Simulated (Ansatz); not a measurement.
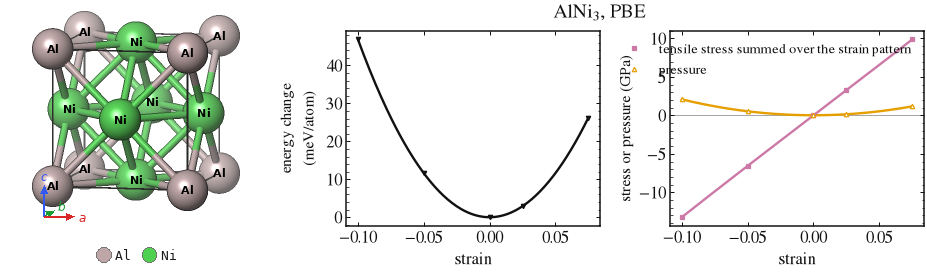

The figure shows the energy change, tensile stress summed over the strain pattern and pressure against strain for AlNi₃, space group Pm-3m (No. 221). The cell is drawn beside the plot.

The given structure:
```yaml
crystal:
  lattice:
    - [3.56668, 0.00000, 0.00000]
    - [0.00000, 3.56668, 0.00000]
    - [0.00000, 0.00000, 3.56668]
  atoms:
    - { symbol: Al, position: [0.00000, 0.00000, 0.00000] }
    - { symbol: Ni, position: [0.00000, 0.50000, 0.50000] }
    - { symbol: Ni, position: [0.50000, 0.00000, 0.50000] }
    - { symbol: Ni, position: [0.50000, 0.50000, 0.00000] }
```

Computed with Ansatz 0.2.0: homogeneous strain of a crystal along one Voigt pattern with engineering shear, fractional coordinates fixed, by plane-wave density functional theory with PAW datasets, free energies less that of the undisturbed cell, pressure positive in compression; scalar-relativistic. Level: PBE, collinear spin.

- wave cutoff: 420 eV
- k mesh: 14×14×14
- occupations: Gaussian
- smearing width: 0.15 eV
- k shift: (0, 0, 0) (mesh steps)
- start: relaxed
- strain pattern: (0, 0, 0, 0, 1, 0) (xx yy zz yz xz xy with engineering shear)

### Is the given structure stable along this path?

Yes: the energy rises on both sides of the starting structure, which is therefore a minimum along this path.

### Read off the course of the tensile stress summed over the strain pattern.

It rises from −13.2 GPa at strain −0.100 to 9.9 GPa at 0.075, and changes sign near 0.000.

Keep in mind: state may not be the lowest.
